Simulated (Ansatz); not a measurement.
**Ta8N: geometry relaxation (part 3 of 3)**

Continued. System: Ta8N (slab, 18 atoms in the cell). Method: DFT PBE+D3(BJ), scalar-relativistic, plane waves, PAW, no spin polarisation (Ansatz 0.2.0); cutoff 420 eV, 3×3×1 k-mesh, Gaussian smearing of 0.1 eV. The structure derives from an entry of the Crystallography Open Database. The input holds or restrains some coordinates. Forces given for the steps count only the free coordinates. It belongs to a series of runs on one base structure; here: 1 N2 a cell, flat, over a Ta atom of a lower plane.

Geometry of the input (Å; fractional positions):
```
5.9137  0.0000  0.0000
0.0000  5.9137  0.0000
0.0000  0.0000  24.2724
Ta 0.2500  0.2500  0.3296
Ta 0.2500  0.7500  0.3296
Ta 0.7500  0.2500  0.3296
Ta 0.7500  0.7500  0.3296
Ta 0.5000  0.5000  0.4157
Ta 0.5000  0.0000  0.4157
Ta 0.0000  0.5000  0.4157
Ta 0.0000  0.0000  0.4157
Ta 0.7500  0.7500  0.5077
Ta 0.7500  0.2500  0.5077
Ta 0.2500  0.7500  0.5077
Ta 0.2500  0.2500  0.5077
Ta 0.0000  0.0000  0.5912
Ta 0.0000  0.5000  0.5912
Ta 0.5000  0.0000  0.5912
Ta 0.5000  0.5000  0.5912
N  0.7500  0.7500  0.7073
N  0.6123  0.6250  0.7073
```

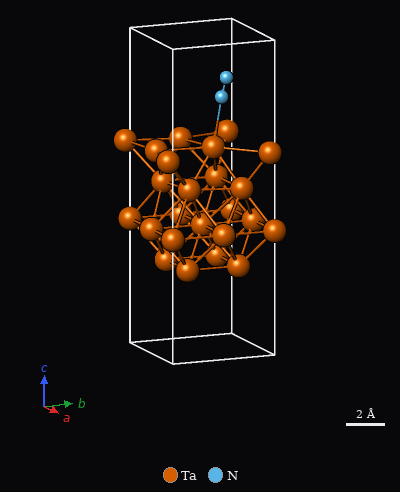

Fig. 1: The geometry at step 15 of the log (ball-and-stick view of the cell of the calculation, with the vacuum cut short, seen slightly off an axis).

Output, continued
```
  k-point 0: bands = ["-64.1804", "-64.1496", "-64.1378", "-64.1109", "-64.0238", "-63.9758", "-63.8641", "-63.8447", "-63.8198", "-63.8169", "-63.8031", "-63.7729", "-63.6183", "-63.6141", "-63.5256", "-63.5086", "-31.0070", "-31.0040", "-30.9443", "-30.9315", "-30.9309", "-30.9190", "-30.9154", "-30.8342", "-30.8222", "-30.8037", "-30.7973", "-30.7479", "-30.7188", "-30.6549", "-30.6322", "-30.5536", "-30.5353", "-30.5033", "-30.4668", "-30.4639", "-30.4349", "-30.3778", "-30.3741", "-30.3417", "-30.3289", "-30.2955", "-30.2916", "-30.2823", "-30.2734", "-30.2242", "-30.2081", "-30.1848", "-30.1480", "-30.1115", "-30.0863", "-30.0695", "-30.0446", "-30.0390", "-30.0205", "-29.9971", "-29.9418", "-29.9360", "-29.8675", "-29.8316", "-29.8068", "-29.7869", "-29.7541", "-29.7349", "-19.4015", "-6.6483", "-3.7440", "-3.2290", "-3.2174", "-2.5973", "-2.2221", "-0.8362", "-0.5127", "-0.4464", "-0.4295", "-0.4233", "-0.3091", "-0.1262", "0.0293", "0.4210", "0.4843", "0.5120", "0.7241", "0.8126", "0.8425", "0.8865", "0.9406", "1.1323", "1.7301", "1.8699", "1.9110", "2.5165", "2.7111", "2.7544", "2.7999", "2.8883", "2.9938", "3.0547", "3.0751", "3.1885", "3.2998", "3.3376", "3.3568", "3.4253", "3.5012", "3.6619", "3.7240", "3.7857", "3.9963", "4.1684", "4.2287", "4.2476", "4.3753", "4.4586", "4.6289", "4.6929", "4.7307", "4.8410", "4.8635", "4.9500", "5.0195", "5.2093", "5.3014", "5.3928", "5.4959", "5.5701", "5.7677", "5.8892", "5.9589", "6.1687", "6.2211"]
  k-point 1: bands = ["-64.1719", "-64.1542", "-64.1340", "-64.1187", "-64.0205", "-63.9791", "-63.8610", "-63.8375", "-63.8228", "-63.8197", "-63.8016", "-63.7792", "-63.6174", "-63.6132", "-63.5254", "-63.5104", "-30.9770", "-30.9322", "-30.8930", "-30.8844", "-30.8799", "-30.8581", "-30.8474", "-30.8155", "-30.8079", "-30.7821", "-30.7674", "-30.7378", "-30.6749", "-30.6713", "-30.6396", "-30.5653", "-30.5198", "-30.4963", "-30.4771", "-30.4537", "-30.4478", "-30.4174", "-30.3947", "-30.3771", "-30.3578", "-30.3180", "-30.3151", "-30.3051", "-30.2840", "-30.2481", "-30.2118", "-30.1861", "-30.1702", "-30.1488", "-30.1367", "-30.1108", "-30.0637", "-30.0439", "-30.0294", "-30.0132", "-29.9486", "-29.9402", "-29.9017", "-29.8915", "-29.8101", "-29.7873", "-29.7566", "-29.7419", "-19.4014", "-6.6421", "-3.2348", "-3.2273", "-3.0675", "-2.4978", "-1.7326", "-1.4510", "-0.7272", "-0.3045", "-0.1125", "0.0398", "0.0974", "0.1717", "0.2352", "0.5041", "0.7141", "0.8068", "0.8876", "0.9339", "1.0320", "1.2568", "1.3528", "1.4909", "1.7024", "1.8128", "1.8924", "2.0583", "2.2197", "2.2959", "2.6227", "2.6338", "2.7157", "2.7514", "2.8949", "3.0729", "3.1372", "3.1935", "3.2626", "3.3258", "3.3925", "3.4690", "3.7145", "3.7831", "3.8692", "3.9343", "4.0491", "4.1308", "4.2614", "4.3385", "4.5103", "4.6260", "4.7435", "4.9349", "5.0102", "5.0897", "5.1057", "5.2247", "5.3070", "5.3746", "5.5116", "5.5565", "5.5878", "5.8070", "5.9072", "6.0303", "6.0818"]
  k-point 2: bands = ["-64.1718", "-64.1544", "-64.1338", "-64.1188", "-64.0225", "-63.9744", "-63.8658", "-63.8376", "-63.8228", "-63.8176", "-63.8013", "-63.7790", "-63.6172", "-63.6120", "-63.5265", "-63.5110", "-30.9737", "-30.9289", "-30.8933", "-30.8888", "-30.8818", "-30.8661", "-30.8407", "-30.8184", "-30.8014", "-30.7779", "-30.7395", "-30.6823", "-30.6728", "-30.6575", "-30.6257", "-30.5643", "-30.5251", "-30.5162", "-30.4836", "-30.4487", "-30.4338", "-30.4058", "-30.3836", "-30.3699", "-30.3542", "-30.3413", "-30.3138", "-30.2993", "-30.2914", "-30.2553", "-30.2439", "-30.2000", "-30.1812", "-30.1534", "-30.1415", "-30.0916", "-30.0613", "-30.0405", "-30.0297", "-30.0054", "-29.9424", "-29.9339", "-29.9063", "-29.8918", "-29.8450", "-29.7976", "-29.7875", "-29.7655", "-19.4014", "-6.6413", "-3.2453", "-3.2162", "-3.0648", "-2.4956", "-1.7204", "-1.4394", "-0.6682", "-0.2910", "0.0402", "0.1568", "0.1777", "0.2082", "0.3038", "0.3946", "0.8650", "0.8775", "0.9575", "1.0006", "1.1217", "1.3296", "1.4166", "1.5076", "1.8279", "1.9342", "2.0046", "2.1325", "2.1727", "2.2652", "2.7268", "2.7527", "2.8350", "2.8860", "2.9389", "3.0486", "3.0857", "3.1788", "3.2037", "3.3217", "3.4158", "3.5348", "3.5970", "3.7783", "3.8177", "3.9733", "4.0028", "4.1629", "4.2688", "4.4285", "4.4962", "4.5226", "4.6428", "4.7535", "4.9054", "4.9816", "5.0579", "5.1313", "5.1708", "5.2749", "5.3469", "5.3710", "5.4818", "5.6414", "5.7441", "5.8759", "5.9264"]
  k-point 4: bands = ["-64.1637", "-64.1498", "-64.1386", "-64.1267", "-64.0194", "-63.9775", "-63.8626", "-63.8303", "-63.8210", "-63.8195", "-63.8063", "-63.7847", "-63.6157", "-63.6116", "-63.5271", "-63.5121", "-30.8601", "-30.8569", "-30.8489", "-30.8368", "-30.8281", "-30.8153", "-30.7987", "-30.7911", "-30.7679", "-30.7376", "-30.7171", "-30.7034", "-30.6551", "-30.6272", "-30.5954", "-30.5628", "-30.5230", "-30.5179", "-30.5008", "-30.4976", "-30.4584", "-30.4498", "-30.4266", "-30.4154", "-30.4099", "-30.3506", "-30.3306", "-30.3030", "-30.2841", "-30.2768", "-30.2626", "-30.2169", "-30.1834", "-30.1692", "-30.1638", "-30.1598", "-30.1123", "-30.0850", "-30.0352", "-30.0111", "-29.9472", "-29.9340", "-29.9218", "-29.9104", "-29.8538", "-29.8302", "-29.7866", "-29.7818", "-19.4014", "-6.6368", "-3.2393", "-3.2271", "-2.5512", "-2.3369", "-1.1326", "-0.9296", "-0.8688", "-0.1963", "-0.0598", "-0.0244", "0.3608", "0.6453", "0.6829", "0.8533", "0.9002", "0.9706", "1.2364", "1.4087", "1.4820", "1.5816", "1.5995", "1.6661", "1.7603", "1.9392", "1.9872", "2.1910", "2.2563", "2.3945", "2.4332", "2.4957", "2.5752", "2.6367", "2.7296", "2.8066", "2.8563", "2.9184", "3.1244", "3.2712", "3.2973", "3.3730", "3.4348", "3.6390", "3.8345", "3.9097", "3.9704", "4.0047", "4.1180", "4.2094", "4.2355", "4.2742", "4.4688", "4.5447", "4.6331", "4.7461", "4.9226", "5.0412", "5.1777", "5.2509", "5.3084", "5.4743", "5.5516", "5.5657", "5.6786", "5.7540", "5.8268"]
--- Relaxed structure (25 steps of the walk, 22 accepted, 0 SCFs on fresh bases) ---
  F+E_penalty+E_count = -159678.37608520 eV   max|allowed force component| = 3.847e-2 eV/Å
  atoms:
    - { symbol: Ta, position: [0.24999999999999997, 0.24999999999999997, 0.32959238719999995] }
    - { symbol: Ta, position: [0.24999999999999997, 0.75, 0.32959238719999995] }
    - { symbol: Ta, position: [0.75, 0.24999999999999997, 0.32959238719999995] }
    - { symbol: Ta, position: [0.75, 0.75, 0.32959238719999995] }
    - { symbol: Ta, position: [0.49999999999999994, 0.49999999999999994, 0.41573143009999997] }
    - { symbol: Ta, position: [0.49999999999999994, 0.0, 0.41573143009999997] }
    - { symbol: Ta, position: [0.0, 0.49999999999999994, 0.41573143009999997] }
    - { symbol: Ta, position: [0.0, 0.0, 0.41573143009999997] }
    - { symbol: Ta, position: [0.8010585925609716, 0.7491237521092702, 0.5069652884827499] }
    - { symbol: Ta, position: [0.7007934823878917, 0.2559596178199801, 0.5079988495583823] }
    - { symbol: Ta, position: [0.3036075494075618, 0.759786468726968, 0.5080193107211411] }
    - { symbol: Ta, position: [0.20223645127821874, 0.25911419731902563, 0.5062520244201936] }
    - { symbol: Ta, position: [-0.04886679362216274, 0.0062809752567512134, 0.5890159522663819] }
    - { symbol: Ta, position: [0.056753680830290074, 0.5057034521514038, 0.5914318264778547] }
    - { symbol: Ta, position: [0.4438669691787435, 0.06704652714784325, 0.5902931992709995] }
    - { symbol: Ta, position: [0.5514343354019986, 0.5564905952483818, 0.5960116275999494] }
    - { symbol: N, position: [0.6081255262999824, 0.6142496652520371, 0.7291366035397058] }
    - { symbol: N, position: [0.5921919927354224, 0.5997464990745958, 0.6830139670507747] }
```

Trajectory as extended XYZ (Å, eV, eV/Å), 6 of the 25 frames kept, from step=1 to step=25
```
18
Lattice="5.9137 0.0000 0.0000 0.0000 5.9137 0.0000 0.0000 0.0000 24.2724" Properties=species:S:1:pos:R:3:forces:R:3 step=1 energy=-159677.12375
Ta    1.4784    1.4784    8.0000   -0.0002  -0.0001   0.5026
Ta    1.4784    4.4353    8.0000    0.0048  -0.0055   0.4835
Ta    4.4353    1.4784    8.0000   -0.0057   0.0048   0.4822
Ta    4.4353    4.4353    8.0000   -0.0019  -0.0027   0.4992
Ta    2.9568    2.9568   10.0908   -0.0006  -0.0011  -0.4649
Ta    2.9568    0.0000   10.0908    0.0114   0.0009  -0.4891
Ta    0.0000    2.9568   10.0908   -0.0003   0.0123  -0.4906
Ta    0.0000    0.0000   10.0908   -0.0091  -0.0102  -0.4956
Ta    4.4353    4.4353   12.3221    0.0109   0.0081   0.0000
Ta    4.4353    1.4784   12.3221   -0.0776   0.0121   0.0064
Ta    1.4784    4.4353   12.3221    0.0128  -0.0683   0.0065
Ta    1.4784    1.4784   12.3221    0.0194   0.0145   0.0270
Ta    0.0000    0.0000   14.3488    0.0310   0.0314  -0.1005
Ta    0.0000    2.9568   14.3488    0.1111  -0.0577  -0.2310
Ta    2.9568    0.0000   14.3488   -0.0484   0.1199  -0.2191
Ta    2.9568    2.9568   14.3488   -0.0465  -0.0496   0.0170
N     4.4353    4.4353   17.1688    0.9752   0.9065   0.3685
N     3.6207    3.6961   17.1688   -0.9884  -0.9171   0.0991
18
Lattice="5.9137 0.0000 0.0000 0.0000 5.9137 0.0000 0.0000 0.0000 24.2724" Properties=species:S:1:pos:R:3:forces:R:3 step=6 energy=-159677.42208
Ta    1.4784    1.4784    8.0000   -0.0381  -0.0360   0.4940
Ta    1.4784    4.4353    8.0000    0.0119  -0.0232   0.4927
Ta    4.4353    1.4784    8.0000   -0.0233   0.0107   0.4926
Ta    4.4353    4.4353    8.0000    0.0290   0.0278   0.4814
Ta    2.9568    2.9568   10.0908    0.0471   0.0564  -0.5399
Ta    2.9568    0.0000   10.0908   -0.0282   0.0365  -0.4793
Ta    0.0000    2.9568   10.0908    0.0268  -0.0360  -0.4800
Ta    0.0000    0.0000   10.0908   -0.0071  -0.0178  -0.4957
Ta    4.4874    4.4853   12.3144    0.0541   0.0555   0.0155
Ta    4.4028    1.5368   12.3196   -0.0749   0.0483   0.0024
Ta    1.5387    4.4051   12.3199    0.0532  -0.0722   0.0031
Ta    1.4550    1.4569   12.3168   -0.0855  -0.0825   0.0326
Ta   -0.0206   -0.0331   14.3297   -0.0511  -0.0518  -0.0216
Ta    0.1055    2.9224   14.3305    0.0981  -0.0752  -0.0339
Ta    2.9347    0.1223   14.3312   -0.0829   0.0955  -0.0299
Ta    3.0684    3.0843   14.3633    0.0826   0.0767  -0.0010
N     4.3094    4.3496   18.1311   -0.3078  -0.3069  -0.1196
N     3.6204    3.6607   17.6058    0.2959   0.2939   0.1872
18
Lattice="5.9137 0.0000 0.0000 0.0000 5.9137 0.0000 0.0000 0.0000 24.2724" Properties=species:S:1:pos:R:3:forces:R:3 step=11 energy=-159677.66828
Ta    1.4784    1.4784    8.0000   -0.0816  -0.0798   0.3415
Ta    1.4784    4.4353    8.0000    0.0635  -0.0409   0.4646
Ta    4.4353    1.4784    8.0000   -0.0476   0.0549   0.4642
Ta    4.4353    4.4353    8.0000    0.0471   0.0473   0.4232
Ta    2.9568    2.9568   10.0908    0.1033   0.0924  -0.2892
Ta    2.9568    0.0000   10.0908   -0.0846   0.0104  -0.2923
Ta    0.0000    2.9568   10.0908   -0.0028  -0.0814  -0.3075
Ta    0.0000    0.0000   10.0908   -0.0010  -0.0088  -0.6142
Ta    4.5921    4.5790   12.2622   -0.0221  -0.0175  -0.0791
Ta    4.2920    1.6407   12.3605   -0.0293  -0.0936  -0.0026
Ta    1.6524    4.3048   12.3598   -0.0553   0.0156  -0.0106
Ta    1.3057    1.3176   12.2942    0.0721   0.0530  -0.2180
Ta   -0.2065   -0.1957   14.3396    0.0098   0.0186   0.1088
Ta    0.3608    2.7698   14.3027   -0.0688   0.0871   0.0570
Ta    2.7524    0.3621   14.3078    0.1075  -0.0724   0.0134
Ta    3.4091    3.4047   14.3652   -0.0128   0.0130   0.0116
N     4.1766    4.2322   18.5855   -0.8704  -0.9136  -1.3364
N     3.6552    3.6846   17.7629    0.8731   0.9154   1.2656
18
Lattice="5.9137 0.0000 0.0000 0.0000 5.9137 0.0000 0.0000 0.0000 24.2724" Properties=species:S:1:pos:R:3:forces:R:3 step=15 energy=-159677.79954
Ta    1.4784    1.4784    8.0000   -0.0936  -0.0933   0.3430
Ta    1.4784    4.4353    8.0000    0.0686  -0.0354   0.4453
Ta    4.4353    1.4784    8.0000   -0.0489   0.0534   0.4460
Ta    4.4353    4.4353    8.0000    0.0406   0.0380   0.4191
Ta    2.9568    2.9568   10.0908    0.1320   0.1206  -0.2807
Ta    2.9568    0.0000   10.0908   -0.0544   0.0186  -0.3042
Ta    0.0000    2.9568   10.0908   -0.0059  -0.0508  -0.3221
Ta    0.0000    0.0000   10.0908   -0.0201  -0.0329  -0.5689
Ta    4.5930    4.5682   12.2697    0.0677   0.0409  -0.0638
Ta    4.2938    1.6333   12.3631   -0.0208  -0.0376  -0.0048
Ta    1.6574    4.3232   12.3621   -0.0143   0.0006  -0.0082
Ta    1.3215    1.3441   12.2826   -0.0482  -0.0228   0.0390
Ta   -0.2009   -0.1825   14.3476    0.0094   0.0158  -0.0659
Ta    0.3584    2.7888   14.3125    0.0776   0.0121  -0.0337
Ta    2.7647    0.3634   14.3153   -0.0004   0.0778  -0.0299
Ta    3.4074    3.4085   14.3935    0.0206   0.0105   0.4179
N     3.9046    3.9525   18.2574   -0.1536  -0.1710  -1.0286
N     3.7244    3.7547   17.1741    0.0435   0.0554   0.6006
18
Lattice="5.9137 0.0000 0.0000 0.0000 5.9137 0.0000 0.0000 0.0000 24.2724" Properties=species:S:1:pos:R:3:forces:R:3 step=20 energy=-159678.26195
Ta    1.4784    1.4784    8.0000   -0.1258  -0.1068   0.3497
Ta    1.4784    4.4353    8.0000    0.1085  -0.0093   0.4421
Ta    4.4353    1.4784    8.0000   -0.0726   0.0361   0.4354
Ta    4.4353    4.4353    8.0000    0.0395   0.0031   0.3573
Ta    2.9568    2.9568   10.0908    0.1356   0.0905  -0.1904
Ta    2.9568    0.0000   10.0908   -0.0545   0.0564  -0.3148
Ta    0.0000    2.9568   10.0908   -0.0473  -0.0356  -0.4060
Ta    0.0000    0.0000   10.0908    0.0412  -0.0247  -0.6725
Ta    4.6396    4.5371   12.2669    0.0533  -0.1788   0.0004
Ta    4.2519    1.5940   12.3345   -0.0459  -0.0608  -0.0447
Ta    1.6922    4.3657   12.3329    0.1562   0.1325  -0.0715
Ta    1.2965    1.3907   12.2849   -0.0711   0.0652  -0.0736
Ta   -0.1975   -0.1238   14.3052   -0.0178   0.0810   0.0476
Ta    0.3642    2.8564   14.2973    0.0076  -0.0103   0.0717
Ta    2.7524    0.3705   14.3058   -0.0271   0.0126   0.0508
Ta    3.3511    3.3432   14.4358   -0.0645  -0.0365   0.1533
N     3.6466    3.6677   17.7037   -0.0271  -0.0326  -0.2005
N     3.5615    3.5755   16.5842    0.0116   0.0178   0.0658
18
Lattice="5.9137 0.0000 0.0000 0.0000 5.9137 0.0000 0.0000 0.0000 24.2724" Properties=species:S:1:pos:R:3:forces:R:3 step=25 energy=-159678.37608
Ta    1.4784    1.4784    8.0000   -0.1649  -0.0716   0.3371
Ta    1.4784    4.4353    8.0000    0.1950   0.0071   0.3646
Ta    4.4353    1.4784    8.0000   -0.1810  -0.0078   0.4192
Ta    4.4353    4.4353    8.0000    0.1478  -0.0683   0.2695
Ta    2.9568    2.9568   10.0908   -0.0025   0.0867  -0.1220
Ta    2.9568    0.0000   10.0908    0.0143   0.0505  -0.2200
Ta    0.0000    2.9568   10.0908   -0.1473   0.0703  -0.5680
Ta    0.0000    0.0000   10.0908    0.1237  -0.0734  -0.4826
Ta    4.7372    4.4301   12.3053    0.0017   0.0172   0.0012
Ta    4.1443    1.5137   12.3304    0.0176  -0.0049  -0.0385
Ta    1.7954    4.4931   12.3309   -0.0026   0.0086   0.0131
Ta    1.1960    1.5323   12.2880   -0.0185  -0.0184  -0.0160
Ta   -0.2890    0.0371   14.2968   -0.0051  -0.0103   0.0141
Ta    0.3356    2.9906   14.3555    0.0107   0.0085   0.0133
Ta    2.6249    0.3965   14.3278    0.0133   0.0012   0.0049
Ta    3.2610    3.2909   14.4666   -0.0154   0.0053   0.0102
N     3.5963    3.6325   17.6979   -0.0105  -0.0015  -0.0340
N     3.5020    3.5467   16.5784    0.0237   0.0007   0.0337
```

Key numbers

- outcome: converged under the restraints of the input
- electrons treated: 218
- free energy: −159678.3761 eV
- work function, top face: 4.72 eV
- work function, bottom face: 4.53 eV
- Fermi energy: 3.889 eV
- gap on the k-point mesh: none (metallic)
- final volume: 848.85 Å³
- work function (upper face): 4.72 eV
- largest force (length of the vector) at the end, held atoms and coordinates included: 0.591 eV/Å
- hardware: 4 threads of Intel Xeon (Granite Rapids), 16 GiB of memory available, shared host
- wall time: 4 min (CPU time 15 min)
- peak memory: 2.4 GiB

The program warns: the exchange-correlation potential is rough where the density is thin. Spin–orbit coupling is left out, which matters for Ta.
